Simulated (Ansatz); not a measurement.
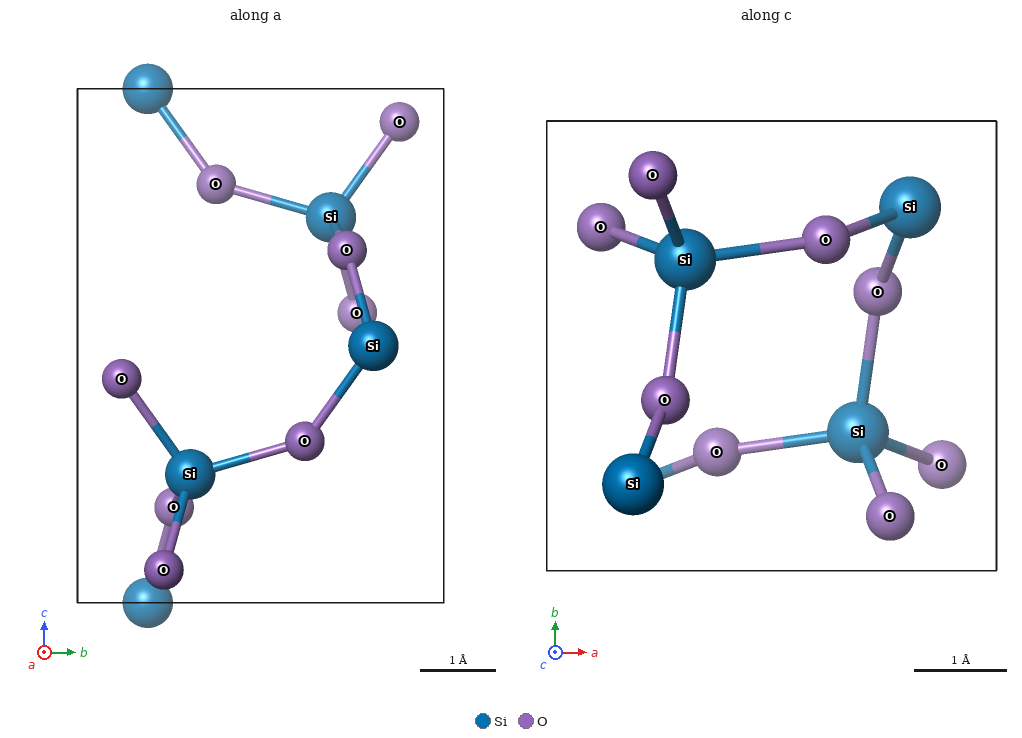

Drawn in the ball-and-stick manner and seen along the a axis and along the c axis. The edges of the conventional unit cell are marked.

SiO₂, space group P4_32_12 (No. 96), a = 4.91 Å, b = 4.91 Å, c = 6.88 Å, α = 90.00°, β = 90.00°, γ = 90.00°.

Theory: DFT r2SCAN, scalar-relativistic, plane waves, PAW in Ansatz. Numerical settings: an energy cutoff of 500 eV, k-points on a 6×6×4 grid, Gaussian smearing of 0.02 eV, no spin polarisation.

> Does it come out as a metal, or with a gap?

An insulator at this level, with a gap of 6.43 eV on the k-mesh (the true edges may lie between mesh points, so the gap can be somewhat smaller).

Origin of the cell: a structure listed in the Materials Project. It was relaxed with Ansatz, DFT r2SCAN, scalar-relativistic, plane waves, PAW under a constraint or pressure on the cell, so some stress remains.
